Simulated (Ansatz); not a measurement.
# ZrN2: geometry relaxation (part 1 of 2)

- system: ZrN2 (3 atoms in the cell)
- method: DFT PBE+D3(BJ), scalar-relativistic, plane waves, PAW, no spin polarisation (Ansatz 0.2.0)

The structure derives from a Materials Project entry. It belongs to a series of runs on one base structure; here: 2 of 2 Li taken out, relaxed. Figures and captions count atoms from 1; the log counts them from 0 in places.

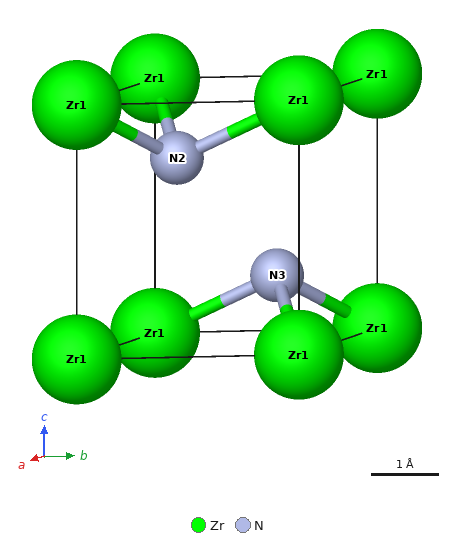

Fig. 1: The input geometry (ball-and-stick view of the cell of the calculation, seen slightly off an axis; atoms are numbered from 1 in the order of the input). Near neighbours in the crystal (not all of them lie inside the picture): Zr has 6 N at 2.18 Å; N has 3 Zr at 2.18 Å.

### Key numbers

| quantity | value |
| --- | --- |
| outcome | converged |
| space group (tolerance 0.01 Å) | P-3m1 (164) |
| electrons treated | 22 |
| free energy | −4952.3294 eV |
| Fermi energy | 9.941 eV |
| gap on the k-point mesh | none (metallic) |
| pressure | 0.09 GPa |
| final volume | 38.63 Å³ |
| largest force (length of the vector) at the end | 0.003 eV/Å |
| final cell | a = 3.385 Å, b = 3.385 Å, c = 3.894 Å, α = 90.00°, β = 90.00°, γ = 120.00° |
| hardware | 2 threads of Arm Neoverse V2, 24 GiB of memory available, shared host |
| wall time | 9.8 s (CPU time 19 s) |
| peak memory | 0.39 GiB |

### Input file
```yaml
crystal:
  lattice:
    - [3.3884289349, 0.0, 0.0]
    - [-1.6942144675, 2.9344655366, 0.0]
    - [0.0, 0.0, 3.8541106503]
  atoms:
    - { symbol: Zr, position: [0.0, 0.0, 0.0] }
    - { symbol: "N", position: [0.6666666667, 0.3333333333, 0.7512952202] }
    - { symbol: "N", position: [0.3333333333, 0.6666666667, 0.2487047798] }
basis:
  ecutwfc: 420
kpoints:
  mp_grid: { grid: [12, 12, 10] }
hamiltonian:
  xc: pbe
  dispersion: d3bj
scf:
  occupations: { method: gaussian, width: 0.1 }
output:
  forces: true
  stress: true
  eigenvalues: true
  write_density: true
  write_potential: true
  elf: true
  volumetric_format: npy
relax:
  adjacent_minimum: "off"
  f_tol: 0.025
  max_steps: 70
  cell: { stress_tol: 0.12 }
```

Run as:
```bash
ansatz run input.yaml --threads 2 --pin off --max-ram 5120MiB --backend cpu --events-out ev --progress --plain --runs-dir out
```

### The program's output
```
Engine: ansatz 0.2.0, aarch64-unknown-linux-gnu
Pseudopotentials: kind: paw
Pseudopotential: Zr, paw, valence charge 12, recommended cutoff 420 eV (normal), Zr.paw.azcp
Pseudopotential: N, paw, valence charge 5, recommended cutoff 420 eV (normal), N.paw.azcp
Functional definition: PBE
  parameter kappa = 0.804
  parameter beta = 0.06672455060314922
  exchange = pbe_x(kappa = kappa, mu = beta*pi^2/3)
  correlation = pbe_c(beta = beta)
Crystal: 3 atoms, lattice volume = 38.322 Å³
Basis set: ecut = 420 eV, 757 PW (Γ), exchange–correlation on 48×48×54 points (8 copies of the dense FFT grid, shifted against one another)
Bands: 15, of which v1, the nominal top of the filled ones, is band 11 counted from 1 (10 counted from 0)
Symmetry: 12 space group operations
Space group: P-3m1 (ITA 164), of the structure as read, at distance tolerance 3.4e-5 Å
k-points: 162 of 1440
Non-local potential: Zr, projectors of the file, l = 0: 3, l = 1: 2, l = 2: 2, l = 3: 2
Non-local potential: N, projectors of the file, l = 0: 2, l = 1: 2, l = 2: 1
PAW form: soft (Blöchl's): semilocal exchange-correlation on the pseudo side does not see the compensation charge
PAW one-centre angular grid: Zr, 590 points (default); XC on 64 Gauss nodes
PAW one-centre angular grid: N, 110 points (default); XC on 64 Gauss nodes
Initial density: superposition of atomic densities (neutral atoms: chi_scale 0, normalization atom), corrected by the library's trained network
Initial wavefunctions: pseudopotential atomic-orbital guess
Functional: x = pbe(κ = 0.804, μ = 0.2195149727645171), c = pbe(β = 0.06672455060314922)
SCF iter   1: F=—  HF=-4952.329496 eV  |F-HF|=—  |Δ(HF+E_count)|=         —  Δρ=4.88e-3  dr2=8.99e-3  ethr=1.77e-3  ⟨swp⟩=5.1  Hψ=11313  notcnv=0
preconditioner: auto → none  [metal: Δε(μ)=0.008 eV  Ē_g=14.822 eV  σ=0.100 eV  W_gap=0.05  n_scr=8 (ndim 8)  ℏωp=26.8 eV  f_vac=0.000  D(μ)=2.79/eV (n_scr^D=22)  sad-step TF]
SCF iter   2: F=—  HF=-4952.328933 eV  |F-HF|=—  |Δ(HF+E_count)|=   5.64e-4  Δρ=2.75e-3  dr2=3.25e-3  ethr=4.09e-5  ⟨swp⟩=1.7  Hψ=4102  notcnv=0
SCF iter   3: F=—  HF=-4952.328591 eV  |F-HF|=—  |Δ(HF+E_count)|=   3.42e-4  Δρ=3.64e-4  dr2=5.78e-5  ethr=1.48e-5  ⟨swp⟩=2.2  Hψ=3327  notcnv=0
SCF iter   4: F=—  HF=-4952.328557 eV  |F-HF|=—  |Δ(HF+E_count)|=   3.36e-5  Δρ=1.14e-4  dr2=4.41e-6  ethr=2.63e-7  ⟨swp⟩=2.3  Hψ=3798  notcnv=0
iter 5 did not close the SCF: its close was put off for the readings that it lacked (scf_convergence_deferred on its scf_iter line)
SCF iter   5: F=-4952.328557 eV  HF=-4952.328557 eV  |F-HF|=1.58e-7  |Δ(HF+E_count)|=   5.35e-7  Δρ=2.55e-5  dr2=6.82e-8  ethr=2.00e-8  ⟨swp⟩=2.1  Hψ=3535  notcnv=0
SCF iter   6: F=-4952.328557 eV  HF=-4952.328557 eV  |F-HF|=1.74e-9  |Δ(HF+E_count)|=   1.74e-7  Δρ=3.11e-6  dr2=1.24e-9  ethr=3.10e-10  ⟨swp⟩=5.8  Hψ=14216  notcnv=0
SCF 1 converged in 6 iterations: F = -4952.328557 eV  dr2 = 1.24e-9
  greatest PAW one-centre occupation: 0.995 electrons in one spin orbital (limit 2), on the Zr atom at site 0 (counted from 0), in its partial waves of l = 0
relax step   1: F+E_penalty+E_count = -4952.32855694 eV  Δ(F+E_penalty+E_count) = +0.000e0 eV  max|allowed force component| = 4.066e-2 eV/Å  Δτ_max = 0.0000 Å  P = -0.068 GPa  Ω = 38.322 Å³  (6 SCF iters, dr2 threshold 1.00e-7 eV, accepted)
Crystal: 3 atoms, lattice volume = 38.649 Å³
Initial density: handed on by an earlier stage of this run
Initial wavefunctions: those handed on with the density
iter 1 solved again at ethr=2.18e-6 eV; its pass at ethr=3.10e-3 eV (dr2=4.80e-4 eV) is discarded
SCF iter   1: F=—  HF=-4952.328383 eV  |F-HF|=—  |Δ(HF+E_count)|=         —  Δρ=1.46e-3  dr2=3.98e-4  ethr=2.18e-6  ⟨swp⟩=2.0  Hψ=17563  notcnv=0
preconditioner: auto → none  [metal: Δε(μ)=0.011 eV  Ē_g=14.814 eV  σ=0.100 eV  W_gap=0.06  n_scr=8 (ndim 8)  ℏωp=26.7 eV  f_vac=0.000  D(μ)=2.79/eV (n_scr^D=22)]
SCF iter   2: F=—  HF=-4952.328366 eV  |F-HF|=—  |Δ(HF+E_count)|=   1.69e-5  Δρ=6.18e-4  dr2=3.69e-5  ethr=1.81e-6  ⟨swp⟩=2.1  Hψ=3140  notcnv=0
SCF iter   3: F=—  HF=-4952.328360 eV  |F-HF|=—  |Δ(HF+E_count)|=   5.38e-6  Δρ=1.78e-4  dr2=3.26e-6  ethr=1.68e-7  ⟨swp⟩=2.0  Hψ=3160  notcnv=0
iter 4 did not close the SCF: its close was put off for the readings that it lacked (scf_convergence_deferred on its scf_iter line)
SCF iter   4: F=-4952.328362 eV  HF=-4952.328362 eV  |F-HF|=6.88e-9  |Δ(HF+E_count)|=   1.85e-6  Δρ=1.15e-5  dr2=4.21e-8  ethr=1.48e-8  ⟨swp⟩=2.2  Hψ=3489  notcnv=0
iter 5 did not close the SCF: its close was put off for the readings that it lacked (scf_convergence_deferred on its scf_iter line)
SCF iter   5: F=-4952.328362 eV  HF=-4952.328362 eV  |F-HF|=8.13e-10  |Δ(HF+E_count)|=   1.62e-9  Δρ=2.89e-6  dr2=1.69e-9  ethr=1.91e-10  ⟨swp⟩=2.0  Hψ=3889  notcnv=0
SCF iter   6: F=-4952.328362 eV  HF=-4952.328362 eV  |F-HF|=1.08e-10  |Δ(HF+E_count)|=   1.13e-9  Δρ=7.25e-7  dr2=8.69e-11  ethr=7.66e-12  ⟨swp⟩=4.8  Hψ=12328  notcnv=0
SCF 2 converged in 6 iterations: F = -4952.328362 eV  dr2 = 8.69e-11
relax step   2: F+E_penalty+E_count = -4952.32836214 eV  Δ(F+E_penalty+E_count) = +1.948e-4 eV  max|allowed force component| = 1.865e-2 eV/Å  Δτ_max = 0.0110 Å  P = -0.024 GPa  Ω = 38.649 Å³  energy of the carried Pulay correction = -9.441e-4 eV  (6 SCF iters, dr2 threshold 2.84e-7 eV, accepted)
Crystal: 3 atoms, lattice volume = 38.629 Å³
iter 1 solved again at ethr=3.93e-8 eV; its pass at ethr=3.10e-3 eV (dr2=8.64e-6 eV) is discarded
SCF iter   1: F=—  HF=-4952.328488 eV  |F-HF|=—  |Δ(HF+E_count)|=         —  Δρ=2.68e-4  dr2=7.88e-6  ethr=3.93e-8  ⟨swp⟩=2.3  Hψ=17323  notcnv=0
preconditioner: auto → none  [metal: Δε(μ)=0.014 eV  Ē_g=14.818 eV  σ=0.100 eV  W_gap=0.08  n_scr=8 (ndim 8)  ℏωp=26.7 eV  f_vac=0.000  D(μ)=2.80/eV (n_scr^D=22)]
SCF iter   2: F=—  HF=-4952.328469 eV  |F-HF|=—  |Δ(HF+E_count)|=   1.90e-5  Δρ=1.32e-4  dr2=1.26e-6  ethr=3.58e-8  ⟨swp⟩=2.4  Hψ=3104  notcnv=0
SCF iter   3: F=—  HF=-4952.328470 eV  |F-HF|=—  |Δ(HF+E_count)|=   6.40e-7  Δρ=2.58e-5  dr2=9.32e-8  ethr=5.75e-9  ⟨swp⟩=1.2  Hψ=2591  notcnv=0
iter 4 did not close the SCF: its close was put off for the readings that it lacked (scf_convergence_deferred on its scf_iter line)
SCF iter   4: F=-4952.328470 eV  HF=-4952.328470 eV  |F-HF|=7.08e-10  |Δ(HF+E_count)|=   1.58e-8  Δρ=2.16e-6  dr2=1.51e-9  ethr=4.24e-10  ⟨swp⟩=2.0  Hψ=3252  notcnv=0
iter 5 did not close the SCF: its close was put off for the readings that it lacked (scf_convergence_deferred on its scf_iter line)
SCF iter   5: F=-4952.328470 eV  HF=-4952.328470 eV  |F-HF|=2.09e-11  |Δ(HF+E_count)|=  3.99e-10  Δρ=5.91e-7  dr2=4.02e-11  ethr=6.85e-12  ⟨swp⟩=2.0  Hψ=3959  notcnv=0
SCF iter   6: F=-4952.328470 eV  HF=-4952.328470 eV  |F-HF|=1.82e-12  |Δ(HF+E_count)|=  2.46e-11  Δρ=1.13e-7  dr2=1.48e-12  ethr=1.00e-12  ⟨swp⟩=4.1  Hψ=10922  notcnv=0
SCF 3 converged in 6 iterations: F = -4952.328470 eV  dr2 = 1.48e-12
relax step   3: F+E_penalty+E_count = -4952.32846970 eV  Δ(F+E_penalty+E_count) = -1.076e-4 eV  max|allowed force component| = 3.277e-3 eV/Å  Δτ_max = 0.0020 Å  P = +0.054 GPa  Ω = 38.629 Å³  energy of the carried Pulay correction = -8.869e-4 eV  (6 SCF iters, accepted)
Initial wavefunctions: pseudopotential atomic-orbital guess (no wavefunctions were taken with the density)
iter 1 solved again at ethr=6.11e-8 eV; its pass at ethr=3.10e-3 eV (dr2=1.34e-5 eV) is discarded
SCF iter   1: F=—  HF=-4952.329441 eV  |F-HF|=—  |Δ(HF+E_count)|=         —  Δρ=6.17e-5  dr2=1.66e-7  ethr=6.11e-8  ⟨swp⟩=3.2  Hψ=18428  notcnv=0
preconditioner: auto → none  [metal: Δε(μ)=0.015 eV  Ē_g=14.818 eV  σ=0.100 eV  W_gap=0.08  n_scr=8 (ndim 8)  ℏωp=26.7 eV  f_vac=0.000  D(μ)=2.80/eV (n_scr^D=22)]
SCF iter   2: F=—  HF=-4952.329423 eV  |F-HF|=—  |Δ(HF+E_count)|=   1.78e-5  Δρ=3.01e-5  dr2=2.99e-8  ethr=7.57e-10  ⟨swp⟩=2.0  Hψ=3615  notcnv=0
SCF iter   3: F=—  HF=-4952.329424 eV  |F-HF|=—  |Δ(HF+E_count)|=   6.12e-7  Δρ=4.54e-6  dr2=8.03e-10  ethr=1.36e-10  ⟨swp⟩=2.0  Hψ=3575  notcnv=0
iter 4 did not close the SCF: its close was put off for the readings that it lacked (scf_convergence_deferred on its scf_iter line)
SCF iter   4: F=-4952.329424 eV  HF=-4952.329424 eV  |F-HF|=2.36e-11  |Δ(HF+E_count)|=   1.34e-8  Δρ=2.98e-7  dr2=8.74e-12  ethr=3.65e-12  ⟨swp⟩=2.0  Hψ=3579  notcnv=0
iter 5 did not close the SCF: its close was put off for the readings that it lacked (scf_convergence_deferred on its scf_iter line)
SCF iter   5: F=-4952.329424 eV  HF=-4952.329424 eV  |F-HF|=2.73e-12  |Δ(HF+E_count)|=  2.46e-11  Δρ=6.15e-8  dr2=4.63e-13  ethr=1.00e-12  ⟨swp⟩=1.0  Hψ=2430  notcnv=0
iter 6 did not close the SCF: its close was put off for the readings that it lacked (scf_convergence_deferred on its scf_iter line)
SCF iter   6: F=-4952.329424 eV  HF=-4952.329424 eV  |F-HF|=2.73e-12  |Δ(HF+E_count)|=  9.09e-13  Δρ=1.26e-8  dr2=5.59e-14  ethr=1.00e-12  ⟨swp⟩=1.0  Hψ=2430  notcnv=0
iter 7 did not close the SCF: its close was put off for the readings that it lacked (scf_convergence_deferred on its scf_iter line)
SCF iter   7: F=-4952.329424 eV  HF=-4952.329424 eV  |F-HF|=2.73e-12  |Δ(HF+E_count)|=  2.73e-12  Δρ=2.44e-9  dr2=1.76e-15  ethr=1.00e-12  ⟨swp⟩=1.0  Hψ=2430  notcnv=0
SCF iter   8: F=-4952.329424 eV  HF=-4952.329424 eV  |F-HF|=0.00e0  |Δ(HF+E_count)|=  9.09e-13  Δρ=8.45e-10  dr2=1.99e-16  ethr=1.00e-12  ⟨swp⟩=2.0  Hψ=7282  notcnv=0
SCF 4 converged in 8 iterations: F = -4952.329424 eV  dr2 = 1.99e-16
relax step   4: F+E_penalty+E_count = -4952.32942356 eV  Δ(F+E_penalty+E_count) = -9.539e-4 eV  max|allowed force component| = 3.464e-3 eV/Å  Δτ_max = 0.0000 Å  P = +0.093 GPa  Ω = 38.629 Å³  stress off target by 1.13e-1 GPa  SCF on the basis re-selected at this cell (its energy is not comparable with the rows above)  (8 SCF iters)
```

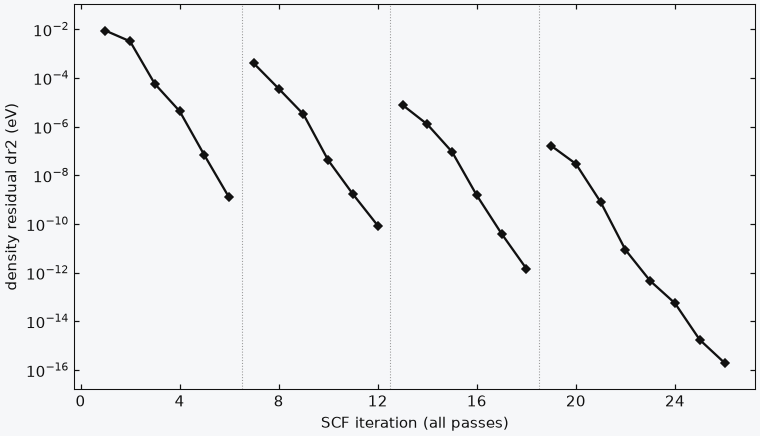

Fig. 2: Convergence of the self-consistent field: density residual dr2 against the SCF iteration. The dotted lines part the SCF passes of the relaxation: geometry steps, rejected trials and re-solves on a re-selected basis. The passes take 6, 6, 6 and 8 iterations.

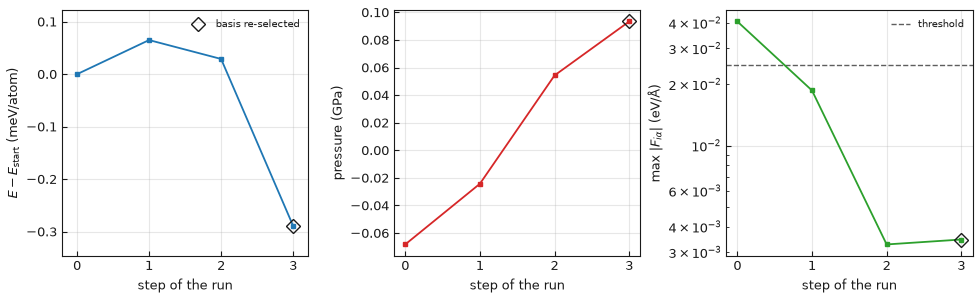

Fig. 3: Progress of the relaxation, step by step (the first geometry is step 0 here and step 1 in the log).
